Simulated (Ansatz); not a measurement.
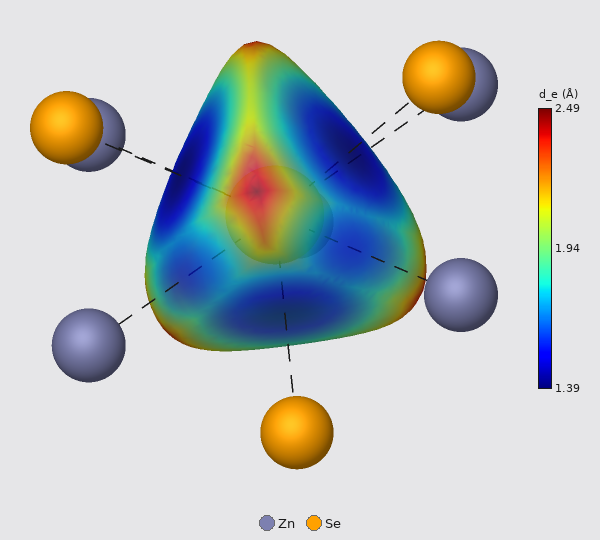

Hirshfeld surface computed for one Zn atom in ZnSe (P4/nmm, No. 129), coloured by d_e. Dashed lines lead to the closest neighbours outside.

The surface is where the fragment's share of the procrystal density (the sum of the densities of spherically averaged neutral Hartree-Fock atoms) equals one half. d_i and d_e are the distances from the surface to the nearest nucleus inside and outside.

Source of the atomic positions: the input geometry of an electronic-structure calculation (not necessarily at equilibrium).

```
Zn Se
1.0
     4.10770    0.00000    0.00000
     0.00000    4.10770    0.00000
     0.00000    0.00000    6.07035
Zn Se
2 2
Direct
  0.00000 0.00000 0.00000
  0.50000 0.50000 0.00000
  0.00000 0.50000 0.24628
  0.50000 0.00000 0.75372
```

What is the shortest distance from the fragment to an atom outside it?

Answer. Zn–Se, 2.54 Å.

How is the surface shared among contacts (nearest atom inside ··· nearest atom outside)?

Answer. Zn···Se 68 %, Zn···Zn 32 %. The surface faces 8 neighbours with more than 2 % of its area each: 4 Zn + 4 Se.

Give the size and shape of the surface.

Answer. It encloses about 12.6 Å³, has an area of about 28 Å² and a globularity of 0.92 (1 for a sphere).
